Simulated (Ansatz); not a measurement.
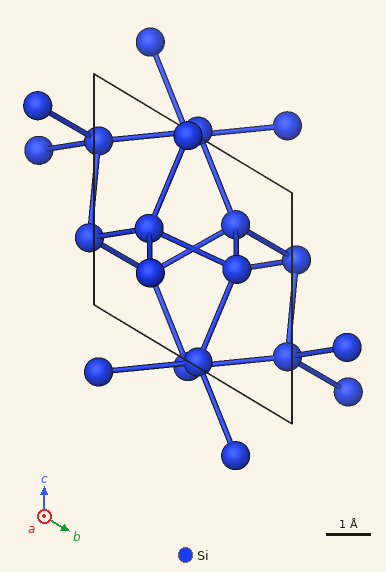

This is the input geometry for a relaxation of solid Si (set up in R-3). A ball-and-stick model of the cell of the calculation, seen along the a axis.

All numbers below come from DFT LDA, scalar-relativistic, plane waves, PAW (Ansatz).

Settings: plane-wave cutoff 420 eV; k-point mesh 6 × 6 × 6; occupations gaussian; smearing width 0.15 eV; no spin polarisation.

```
CELL_PARAMETERS angstrom
4.65942 2.69012 1.85895
-4.65942 2.69012 1.85895
0.00000 -5.38024 1.85895
ATOMIC_POSITIONS crystal
Si 0.02304 0.72141 0.52544
Si 0.97696 0.27859 0.47456
Si 0.71556 0.71556 0.71556
Si 0.27859 0.47456 0.97696
Si 0.47456 0.97696 0.27859
Si 0.72141 0.52544 0.02304
Si 0.28444 0.28444 0.28444
Si 0.52544 0.02304 0.72141
```

Q: Where does the relaxation end?

A: The largest moves relative to the cell, 0.17 Å, are those of Si4 and Si6. Si4 goes along [−1 −3 −2]. The volume changes by −9.5 %, with a 5.692 → 5.995 Å (+5.3 %), b 5.692 → 5.499 Å (−3.4 %), c 5.692 → 5.402 Å (−5.1 %), α 109.9° → 106.6°, β 109.9° → 109.1°, γ 109.9° → 117.9°. Some distances before and after: Si3–Si4 3.758 → 3.098 Å, Si3–Si7 3.173 → 2.792 Å, Si3–Si6 2.347 → 2.276 Å, Si1–Si6 2.358 → 2.302 Å. Among the angles between lasting bonds that change: Si2–Si5–Si4 115.6° → 101.9°, Si1–Si3–Si8 119.1° → 130.4°, Si2–Si1–Si3 94.4° → 103.9°. The space group (tolerance 0.01 Å) goes from R-3 (No. 148) to P-1 (No. 2).

After the run, drawn alike:

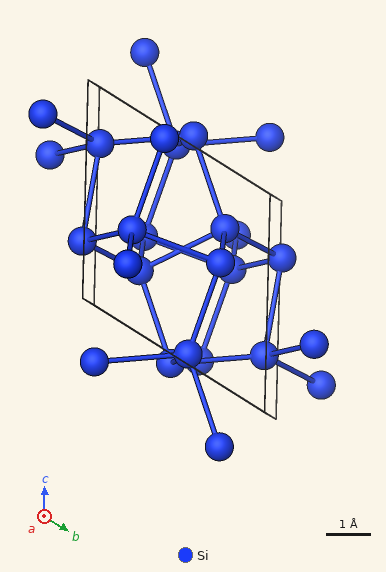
